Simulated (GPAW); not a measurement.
# BN (Qingsongite, F-43m): the B K absorption edge, part 2 of 3

Aim: the dependence of the B K near-edge features of BN (Qingsongite, F-43m) on volume.

GPAW 26.7.0; X-ray absorption from dipole matrix elements to empty bands, plane-wave PAW LDA.

So far. Step 2 (Ground state of the crystal): The mesh shows a gap of 4.29 eV, so the hole is first treated in a charged cell, without the excited electron.

### 4. Spectrum with FCH, B atom 2

The holes are 5.1 Å apart. In GPAW the data set carries the hole's charge, so charge=0 means a charged cell and charge=-1 a neutral one. The excited electron is left out and a uniform background balances the charge. After the field has converged, empty bands are computed with the density fixed and the dipole matrix elements are summed.

The absorber has 4 N at 1.57 Å (tetrahedral, site symmetry -43m).

Contents of xas.py:

```python
import numpy as np
from ase import Atoms
from ase.parallel import parprint, paropen
from gpaw import GPAW, PW, FermiDirac, Mixer, MixerDif, setup_paths
from gpaw.test import gen
setup_paths.insert(0, '.')
gen('B', name='fch1s', xcname='LDA', corehole=(1, 0, 1), write_xml=True)
from gpaw.mpi import world
world.barrier()

atoms = Atoms('N8B8',
    cell=[[0, 3.615, 3.615],
     [3.615, 0, 3.615],
     [3.615, 3.615, 0]],
    scaled_positions=[[0.375, 0.375, 0.375],
     [0.375, 0.375, 0.875],
     [0.375, 0.875, 0.375],
     [0.875, 0.375, 0.375],
     [0.375, 0.875, 0.875],
     [0.875, 0.375, 0.875],
     [0.875, 0.875, 0.375],
     [0.875, 0.875, 0.875],
     [0, 0, 0],
     [0, 0, 0.5],
     [0, 0.5, 0],
     [0.5, 0, 0],
     [0, 0.5, 0.5],
     [0.5, 0, 0.5],
     [0.5, 0.5, 0],
     [0.5, 0.5, 0.5]],
    pbc=True)
atoms.calc = calc = GPAW(legacy_gpaw=True, mode=PW(500, force_complex_dtype=True), xc='LDA', setups={8: 'fch1s'},
    kpts={'size': (4, 4, 4), 'gamma': True}, occupations=FermiDirac(0.02),
    charge=0, mixer=Mixer(0.1, 5, 50), maxiter=150,
    convergence={'density': 0.0001, 'eigenstates': 1e-6}, txt='scf.txt')
energy = atoms.get_potential_energy() + calc.get_reference_energy()
ef = calc.get_fermi_level()
out = dict(energy=energy, fermi=ef, forces=atoms.get_forces().tolist())
parprint(f'all-electron energy {energy:.4f} eV, Fermi level {ef:.4f} eV')
ev = np.array([[calc.get_eigenvalues(k, s) for k in range(len(calc.get_ibz_k_points()))] for s in range(calc.get_number_of_spins())])
out['homo'], out['lumo'], out['counts'] = ev[ev < ef].max(), ev[ev > ef].min(), sorted(set((ev < ef).sum((0, 2)).tolist()))
out['filled'] = (ev[:, 0] < ef).sum(1).tolist()

from ase.units import Ha
from gpaw.xas import dipole_matrix_elements
nb = int(calc.get_number_of_electrons() / 2) + 59
top, nb = nb, nb + 8 + nb // 12
nscf = calc.fixed_density(kpts={'size': (6, 6, 6), 'gamma': True}, nbands=nb,
    convergence={'bands': top, 'eigenstates': 5e-3}, maxiter=60, txt='nscf.txt')
cell = atoms.cell.array
ops = [cell.T @ U.T @ np.linalg.inv(cell.T) for U in nscf.wfs.kd.symmetry.op_scc]
filled = [32]  # bands filled in the ground state, by spin
E = np.arange(-6, 34, 0.1)
fwhm = np.interp(E, [4, 25], [0.9, 3.5])
Y, X, zero, highest = 0, 0, 1e9, 1e9
for spin in range(nscf.get_number_of_spins()):
    wfs = nscf.wfs
    mine = wfs.bd.get_slice()  # this rank's bands
    A = dipole_matrix_elements(wfs.setups[8])
    eps = np.zeros((wfs.kd.nibzkpts, nb))
    d = np.zeros((3, A.shape[1], wfs.kd.nibzkpts, nb), complex)
    for kpt in wfs.kpt_u:
        if kpt.s == spin and 8 in kpt.P_ani:
            eps[kpt.k, mine] = kpt.eps_n * Ha
            d[:, :, kpt.k, mine] = (kpt.weight * wfs.nspins / 2) ** 0.5 * np.inner(A, kpt.P_ani[8])
    world.sum(eps)
    world.sum(d)
    T = np.einsum('amkn,bmkn->abkn', d, d.conj()).real
    T = sum(np.einsum('ai,ijkn,bj->abkn', R, T, R) for R in ops) / len(ops)
    empty = np.ones_like(eps, bool) & (np.arange(nb) >= filled[spin])
    zero, highest = min(zero, eps[empty].min()), min(highest, eps[:, top - 1].min())
    lines = [(eps, T, empty)] if spin == 0 else lines + [(eps, T, empty)]
for eps, T, empty in lines:
    f = np.einsum('aakn->akn', T).reshape(3, -1)
    x = eps.ravel() - zero
    w = np.interp(x, E, fwhm) / 2.35482
    g = np.exp(-0.5 * ((E[:, None] - x) / w) ** 2) / (w * (2 * np.pi) ** 0.5)
    Y = Y + (f * empty.ravel()) @ g.T
    X = X + (f * ~empty.ravel()) @ g.T
out.update(E=E.round(2).tolist(), xas=Y.tolist(), xes=X.tolist(), zero=zero, valid=highest - zero, nk=len(eps), nb=nb)
for i in range(0, len(E), 10):
    parprint(f'{E[i]:7.2f}', *(f'{v:10.3e}' for v in Y[:, i]))
import json
with paropen('out.json', 'w') as f:
    json.dump(out, f)
```

Launch:

```console
$ OMP_NUM_THREADS=1 mpirun -n 4 gpaw python xas.py
```

Numbers of over 12 decimals in the logs are rounded to 6 here.

The program printed:

```text
Input parameters:
  convergence: {density: 0.0001,
                eigenstates: 1e-06}
  kpts: {gamma: True,
         size: (4, 4, 4)}
  maxiter: 150
  mixer: {backend: pulay,
          beta: 0.1,
          method: separate,
          nmaxold: 5,
          weight: 50}
  mode: {ecut: 500.0,
         force_complex_dtype: True,
         name: pw}
  occupations: {fixmagmom: False,
                name: fermi-dirac,
                width: 0.02}
  setups: {8: fch1s}

Initialize ...

[... PAW data sets ...]

Reference energy: -16863.055914  # eV

Spin-paired calculation

[... convergence settings ...]
Symmetries present (total): 24
  [... symmetry matrices ...]

64 k-points: 4 x 4 x 4 Monkhorst-Pack grid + [1/8,1/8,1/8]
8 k-points in the irreducible part of the Brillouin zone
       k-points in crystal coordinates                weights
   0:     0.00000000    0.00000000    0.00000000          1/64
   1:     0.25000000    0.25000000    0.00000000          6/64
   2:     0.25000000    0.25000000    0.25000000          8/64
   3:     0.50000000    0.25000000   -0.25000000          6/64
   4:     0.50000000    0.25000000    0.25000000         12/64
   5:     0.50000000    0.50000000    0.00000000          3/64
   6:     0.50000000    0.50000000    0.25000000         24/64
   7:     0.50000000    0.50000000    0.50000000          4/64

Wave functions: Plane wave expansion
  Cutoff energy: 500.000 eV
  Number of coefficients (min, max): 2392, 2421
  Pulay-stress correction: 0.000000 eV/Ang^3 (de/decut=0.000000)
  Using FFTW library
  Wavefunction extrapolation:
    Improved wavefunction reuse through dual PAW basis

Occupation numbers: Fermi-Dirac:
  width: 0.0200  # eV

Eigensolver
   Davidson(niter=2)

Densities:
  Coarse grid: 27*27*27 grid
  Fine grid: 54*54*54 grid
  Total Charge: 1.000000

Density mixing:
  Method: separate
  Backend: pulay
  Linear mixing parameter: 0.1
  old densities: 5
  Width of damping distribution: 1.1
  Damping of long wavelength oscillations: 50

[... Hamiltonian set-up ...]
Number of atoms: 16
Number of atomic orbitals: 64
Number of bands in calculation: 43
Number of valence electrons: 64
Bands to converge: occupied

... initialized

Initializing position-dependent things.

Density initialized from atomic densities
Creating initial wave functions:
  43 bands from LCAO basis set

                          N
                     N
                      N
                N        N
                    N
                  B  N
            B  N
             B
        B        B
           B
            B
       B

Atomic positions and initial magnetic moments

Positions:
   0 N      2.711250    2.711250    2.711250    ( 0.0000,  0.0000,  0.0000)
   1 N      4.518750    4.518750    2.711250    ( 0.0000,  0.0000,  0.0000)
   2 N      4.518750    2.711250    4.518750    ( 0.0000,  0.0000,  0.0000)
   3 N      2.711250    4.518750    4.518750    ( 0.0000,  0.0000,  0.0000)
   4 N      6.326250    4.518750    4.518750    ( 0.0000,  0.0000,  0.0000)
   5 N      4.518750    6.326250    4.518750    ( 0.0000,  0.0000,  0.0000)
   6 N      4.518750    4.518750    6.326250    ( 0.0000,  0.0000,  0.0000)
[...]
13 B      1.807500    3.615000    1.807500    ( 0.0000,  0.0000,  0.0000)
  14 B      1.807500    1.807500    3.615000    ( 0.0000,  0.0000,  0.0000)
  15 B      3.615000    3.615000    3.615000    ( 0.0000,  0.0000,  0.0000)

Unit cell:
           periodic     x           y           z      points  spacing
  1. axis:    yes    0.000000    3.615000    3.615000    27     0.1546
  2. axis:    yes    3.615000    0.000000    3.615000    27     0.1546
  3. axis:    yes    3.615000    3.615000    0.000000    27     0.1546

  Lengths:   5.112382   5.112382   5.112382
  Angles:   60.000000  60.000000  60.000000

Effective grid spacing dv^(1/3) = 0.1687

iter:   1  -180.692884
iter:   2  -178.413989   -1.28  -0.79
iter:   3  -174.702740   -0.56  -0.86
iter:   4  -174.391023   -2.04  -1.24
iter:   5  -174.326990   -2.17  -1.49
iter:   6  -174.317292   -2.61  -1.93
iter:   7  -174.314197c  -2.34  -2.08
iter:   8  -174.302630c  -4.17  -2.17
iter:   9  -174.294218c  -2.86  -2.30
iter:  10  -174.292904c  -4.38  -2.76
iter:  11  -174.292898c  -5.06  -3.37
iter:  12  -174.292855c  -5.69  -3.40
iter:  13  -174.292837c  -5.87  -3.55
iter:  14  -174.292832c  -6.32c -3.90
iter:  15  -174.292831c  -7.48c -4.25c

Converged after 15 iterations.

Dipole moment: (14.356422, 14.356422, 14.356422) |e|*Ang

Energy contributions relative to reference atoms: (reference = -16863.055914)

Kinetic:        +70.926635
Potential:      -90.933660
External:        +0.000000
XC:            -153.809369
Entropy (-ST):   -0.000000
Local:           -0.476437
SIC:             +0.000000
--------------------------
Free energy:   -174.292831
Extrapolated:  -174.292831

Showing only first 2 kpts
 Kpt  Band  Eigenvalues  Occupancy
  0    30      9.96348    2.00000
  0    31      9.96357    2.00000
  0    32     13.92672    0.00000
  0    33     13.92672    0.00000

  1    30      8.91560    2.00000
  1    31      8.91565    2.00000
  1    32     14.38494    0.00000
[...]
Fermi level: 10.72481

Gap: 3.963 eV
Transition (v -> c):
  (s=0, k=0, n=31, [0.00, 0.00, 0.00]) -> (s=0, k=0, n=32, [0.00, 0.00, 0.00])
No difference between direct/indirect transitions

Forces in eV/Ang:
  0 N     0.03651    0.03651    0.03651
  1 N    -0.03651   -0.03651    0.03651
  2 N    -0.03651    0.03651   -0.03651
  3 N     0.03651   -0.03651   -0.03651
  4 N     0.81548   -0.81548   -0.81548
  5 N    -0.81548    0.81548   -0.81548
  6 N    -0.81548   -0.81548    0.81548
[...]
13 B     0.00000   -1.41749    0.00000
 14 B    -0.00000    0.00000   -1.41749
 15 B    -0.00000   -0.00000    0.00000
Scalar-relativistic atomic LDA calculation for B (Boron, Z=5)
Core hole in 1s state (1s occupation: 1.0)
300 radial gridpoints.
|------------------------------------------------|
|------------------------------------------------|
[... the atom generator's iteration count ...]

Energy contributions:
-------------------------
Kinetic:      +16.693400
XC:            -2.260601
Potential:    -31.255183
-------------------------
Total:        -16.822384

state      eigenvalue         ekin         rmax
-----------------------------------------------
1s^1.0 :    -8.526766    11.791826        0.204
2s^2.0 :    -0.864526     1.675176        1.279
2p^1.0 :    -0.653666     1.551222        1.105
-----------------------------------------------
(units: Bohr and Hartree)

Generating PAW setup
Kinetic energy of the core from tauc = 11.795725
Cutoffs:
rc(s)=1.200
rc(p)=1.200
rc(d)=1.200
rc(vbar)=1.080
rc(comp)=1.200
rc(nct)=1.200

Kinetic energy of the core states: 11.791826
Charge: 1.0
Core electrons: 1.0
Valence electrons: 3.0
Pseudo-core charge: 0.037612
Shape function alpha=6.944
Pseudo-electron charge 3.041132
state    eigenvalue         norm
--------------------------------
2s(2) :    -0.864526     1.030522
*s    :     0.135474
2p(1) :    -0.653666     0.942475
*p    :     0.346334
*d    :     0.000000
--------------------------------

Diagonalizing with gridspacing h=0.050

state   all-electron     PAW
-------------------------------
2s:      -0.864526    -0.865247
2p:      -0.653666    -0.654690
*d:                   -0.075592
*f:                   -0.015154
-------------------------------
all-electron energy -17037.3487 eV, Fermi level 10.7248 eV
[...]
31.00  8.281e-05  8.281e-05  8.281e-05
  32.00  6.253e-05  6.253e-05  6.253e-05
  33.00  6.015e-05  6.015e-05  6.015e-05
```

It took 32 s on 4 MPI ranks of Arm Neoverse V1, shared host; peak memory 0.28 GiB; 2.1 min of CPU time.

The B K spectrum, B atom 2, full core hole (charged cell) (energy from the lowest empty level; intensity scaled to a mean of 1 over the first 20 eV):

```csv
E (eV),intensity
-2.0,0.00
-0.5,0.02
1.0,1.67
2.5,1.95
4.0,3.47
5.5,1.31
7.0,0.76
8.5,0.60
10.0,0.76
11.5,0.43
13.0,0.25
14.5,0.28
16.0,0.33
17.5,0.36
19.0,0.81
20.5,1.26
```

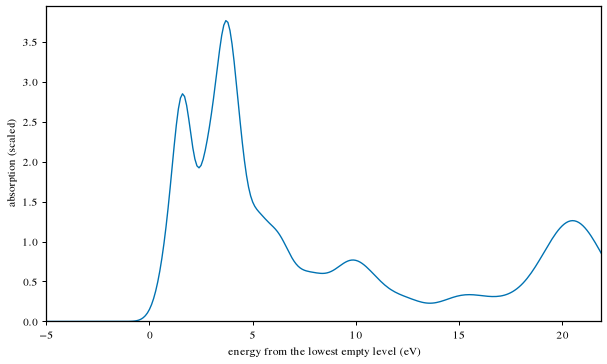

The B K edge, B atom 2, full core hole (charged cell): main maxima at 1.6, 3.7 and 20.5 eV.

Main maxima below 21 eV (height): 1.6 eV (2.85), 3.7 eV (3.76), 9.9 eV (0.77) and 20.5 eV (1.26). A K edge sees empty p states; a tetrahedral site has σ* states alone, so there is no π* peak.

The hole costs E(hole) − E(ground) = 181.21 eV, and the lowest empty level of the hole cell on the spectrum's mesh lies at 13.93 eV, which puts the zero at 195.14 eV. One term is added: -5.56 eV, since the hole is spin-paired here and a spin-polarised one costs that much less in the free atom (computed apart). The photon energy is then 189.58 eV. The functional and the charged cell's background leave an error in such absolute values: in the free atom LDA prices this hole 2.2 eV below PBE (computed apart), and PBE is itself good to a few eV.

### 5. Reference energy of the supercell

The cell changes for the next run, so it gets a reference energy of its own.

The cell differs from the one that the last finished run ended in (a 5.112 → 5.008 Å, b 5.112 → 5.008 Å, c 5.112 → 5.008 Å).

Contents of scf.py:

```python
import numpy as np
from ase import Atoms
from ase.parallel import parprint, paropen
from gpaw import GPAW, PW, FermiDirac, Mixer, MixerDif, setup_paths
from gpaw.test import gen
setup_paths.insert(0, '.')
gen('B', name='nch1s', xcname='LDA', corehole=(1, 0, 0), write_xml=True)
from gpaw.mpi import world
world.barrier()

atoms = Atoms('N8B8',
    cell=[[0, 3.54120378, 3.54120378],
     [3.54120378, 0, 3.54120378],
     [3.54120378, 3.54120378, 0]],
    scaled_positions=[[0.375, 0.375, 0.375],
     [0.375, 0.375, 0.875],
     [0.375, 0.875, 0.375],
     [0.875, 0.375, 0.375],
     [0.375, 0.875, 0.875],
     [0.875, 0.375, 0.875],
     [0.875, 0.875, 0.375],
     [0.875, 0.875, 0.875],
     [0, 0, 0],
     [0, 0, 0.5],
     [0, 0.5, 0],
     [0.5, 0, 0],
     [0, 0.5, 0.5],
     [0.5, 0, 0.5],
     [0.5, 0.5, 0],
     [0.5, 0.5, 0.5]],
    pbc=True)
atoms.calc = calc = GPAW(legacy_gpaw=True, mode=PW(500, force_complex_dtype=True), xc='LDA', setups={8: 'nch1s'},
    kpts={'size': (4, 4, 4), 'gamma': True}, occupations=FermiDirac(0.02),
    charge=0, mixer=Mixer(0.1, 5, 50), maxiter=150,
    convergence={'density': 0.0001, 'eigenstates': 1e-6}, txt='scf.txt')
energy = atoms.get_potential_energy() + calc.get_reference_energy()
ef = calc.get_fermi_level()
out = dict(energy=energy, fermi=ef, forces=atoms.get_forces().tolist())
parprint(f'all-electron energy {energy:.4f} eV, Fermi level {ef:.4f} eV')
ev = np.array([[calc.get_eigenvalues(k, s) for k in range(len(calc.get_ibz_k_points()))] for s in range(calc.get_number_of_spins())])
out['homo'], out['lumo'], out['counts'] = ev[ev < ef].max(), ev[ev > ef].min(), sorted(set((ev < ef).sum((0, 2)).tolist()))
out['filled'] = (ev[:, 0] < ef).sum(1).tolist()
import json
with paropen('out.json', 'w') as f:
    json.dump(out, f)
```

Launch:

```console
$ OMP_NUM_THREADS=1 mpirun -n 4 gpaw python scf.py
```

The program printed:

```text
Input parameters:
  convergence: {density: 0.0001,
                eigenstates: 1e-06}
  kpts: {gamma: True,
         size: (4, 4, 4)}
  maxiter: 150
  mixer: {backend: pulay,
          beta: 0.1,
          method: separate,
          nmaxold: 5,
          weight: 50}
  mode: {ecut: 500.0,
         force_complex_dtype: True,
         name: pw}
  occupations: {fixmagmom: False,
                name: fermi-dirac,
[...]
2s(2) :    -0.344821     1.005361
*s    :     0.655179
2p(1) :    -0.136481     0.982498
*p    :     0.863519
*d    :     0.000000
--------------------------------

Diagonalizing with gridspacing h=0.050

state   all-electron     PAW
-------------------------------
2s:      -0.344821    -0.345234
2p:      -0.136481    -0.136840
*d:                    0.041809
*f:                    0.072211
-------------------------------
all-electron energy -17218.4485 eV, Fermi level 11.8992 eV
[key lines of the parts left out:]
Converged after 12 iterations.
Dipole moment: (13.996175, 13.996175, 13.996175) |e|*Ang
Free energy:   -150.538725
Fermi level: 11.89916
```

The job ended after 11 s (4 MPI ranks; peak memory 0.25 GiB; 44 s of CPU time).

Reference energy: -17218.448 eV with the cores included.

### 6. Spectrum with FCH, B atom 2

Shorter bonds are expected to push antibonding states and scattering resonances up, and longer ones down; the cell is scaled to test that.

Changed against the first core-hole run: volume scale from 1 to 0.94.

Edit xas.py of step 4 so:

```diff
@@ -11,5 +11,5 @@
 atoms = Atoms('N8B8',
-    cell=[[0, 3.615, 3.615],
-     [3.615, 0, 3.615],
-     [3.615, 3.615, 0]],
+    cell=[[0, 3.54120378, 3.54120378],
+     [3.54120378, 0, 3.54120378],
+     [3.54120378, 3.54120378, 0]],
     scaled_positions=[[0.375, 0.375, 0.375],
@@ -45,3 +45,3 @@
 from gpaw.xas import dipole_matrix_elements
-nb = int(calc.get_number_of_electrons() / 2) + 59
+nb = int(calc.get_number_of_electrons() / 2) + 56
 top, nb = nb, nb + 8 + nb // 12
```

Launch:

```console
$ OMP_NUM_THREADS=1 mpirun -n 4 gpaw python xas.py
```

The program printed:

```text
Input parameters:
  convergence: {density: 0.0001,
                eigenstates: 1e-06}
  kpts: {gamma: True,
         size: (4, 4, 4)}
  maxiter: 150
  mixer: {backend: pulay,
          beta: 0.1,
          method: separate,
          nmaxold: 5,
          weight: 50}
  mode: {ecut: 500.0,
         force_complex_dtype: True,
         name: pw}
  occupations: {fixmagmom: False,
                name: fermi-dirac,
[...]
*p    :     0.346334
*d    :     0.000000
--------------------------------

Diagonalizing with gridspacing h=0.050

state   all-electron     PAW
-------------------------------
2s:      -0.864526    -0.865247
2p:      -0.653666    -0.654690
*d:                   -0.075592
*f:                   -0.015154
-------------------------------
all-electron energy -17038.3828 eV, Fermi level 11.7208 eV
[...]
32.00  8.155e-05  8.155e-05  8.155e-05
  33.00  5.741e-05  5.741e-05  5.741e-05
[key lines of the parts left out:]
Converged after 15 iterations.
Dipole moment: (14.520486, 14.520486, 14.520486) |e|*Ang
Free energy:   -175.326848
Fermi level: 11.72080
```

Wall time 30 s (4 MPI ranks); peak memory 0.28 GiB; 2 min of CPU time.

```csv
E (eV),first run,this run
-2.0,0.00,0.00
-1.0,0.00,0.00
0.0,0.15,0.11
1.0,1.67,1.13
2.0,2.35,2.62
3.0,2.60,2.11
4.0,3.47,3.83
5.0,1.49,1.83
6.0,1.18,1.34
7.0,0.76,0.99
8.0,0.61,0.69
9.0,0.65,0.63
10.0,0.76,0.74
11.0,0.55,0.74
12.0,0.35,0.51
13.0,0.25,0.36
14.0,0.24,0.29
15.0,0.32,0.30
16.0,0.33,0.35
17.0,0.32,0.32
18.0,0.45,0.33
19.0,0.81,0.49
20.0,1.20,0.85
21.0,1.20,1.21
```

Against the first run the r.m.s. difference is 19 %. A shift of +0.2 eV leaves 9 %. The highest intensity below 16 eV goes from 3.7 eV (3.76) to 4.0 eV (3.83).

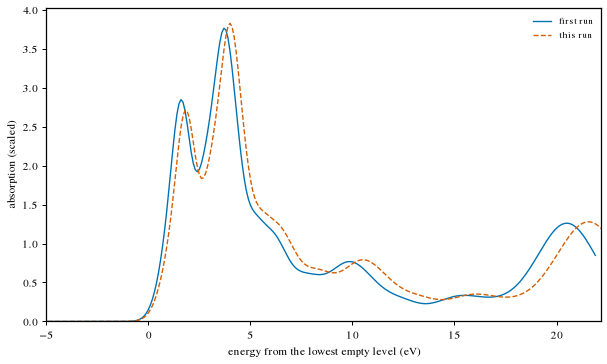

The effect of the change (volume scale from 1 to 0.94).

The photon energy of the zero moves by -0.09 eV.

### 7. Supercell without a hole, the energy reference

The cell changes for the next run, so it gets a reference energy of its own.

The cell differs from the one that the last finished run ended in (a 5.008 → 5.061 Å, b 5.008 → 5.061 Å, c 5.008 → 5.061 Å).

Edit scf.py of step 5 so:

```diff
@@ -11,5 +11,5 @@
 atoms = Atoms('N8B8',
-    cell=[[0, 3.54120378, 3.54120378],
-     [3.54120378, 0, 3.54120378],
-     [3.54120378, 3.54120378, 0]],
+    cell=[[0, 3.57848235, 3.57848235],
+     [3.57848235, 0, 3.57848235],
+     [3.57848235, 3.57848235, 0]],
     scaled_positions=[[0.375, 0.375, 0.375],
```

Launch:

```console
$ OMP_NUM_THREADS=1 mpirun -n 4 gpaw python scf.py
```

The program printed:

```text
Input parameters:
  convergence: {density: 0.0001,
                eigenstates: 1e-06}
  kpts: {gamma: True,
         size: (4, 4, 4)}
  maxiter: 150
  mixer: {backend: pulay,
          beta: 0.1,
          method: separate,
          nmaxold: 5,
          weight: 50}
  mode: {ecut: 500.0,
         force_complex_dtype: True,
         name: pw}
  occupations: {fixmagmom: False,
                name: fermi-dirac,
[...]
2s(2) :    -0.344821     1.005361
*s    :     0.655179
2p(1) :    -0.136481     0.982498
*p    :     0.863519
*d    :     0.000000
--------------------------------

Diagonalizing with gridspacing h=0.050

state   all-electron     PAW
-------------------------------
2s:      -0.344821    -0.345234
2p:      -0.136481    -0.136840
*d:                    0.041809
*f:                    0.072211
-------------------------------
all-electron energy -17218.5934 eV, Fermi level 11.4345 eV
[key lines of the parts left out:]
Converged after 12 iterations.
Dipole moment: (13.898618, 13.898618, 13.898618) |e|*Ang
Free energy:   -150.683527
Fermi level: 11.43454
```

It took 11 s on 4 MPI ranks; peak memory 0.25 GiB.

Reference energy: -17218.593 eV with the cores included.

[end of part 2 of 3]

[Banner, clock and machine lines of the logs are left out without a mark of their own.]

[Logs are printed without paths, hosts, clocks, repeated set-up lines and the standing remarks that a program may print on its own settings, such as how far it seeks lower states.]

[Hosts, paths, dates, database ids (printed as entryN), source tags and the programs' standing remarks are cut or masked in the printed files.]

[Lists of maxima count a maximum above −3 eV only where it reaches 4 % of the highest in the window and stands out from its surroundings by 2 % of it (1.5 % where it reaches 55 %); shoulders and weaker maxima are passed over, and of the rest the first, up to two pre-edge ones and the few strongest are named.]
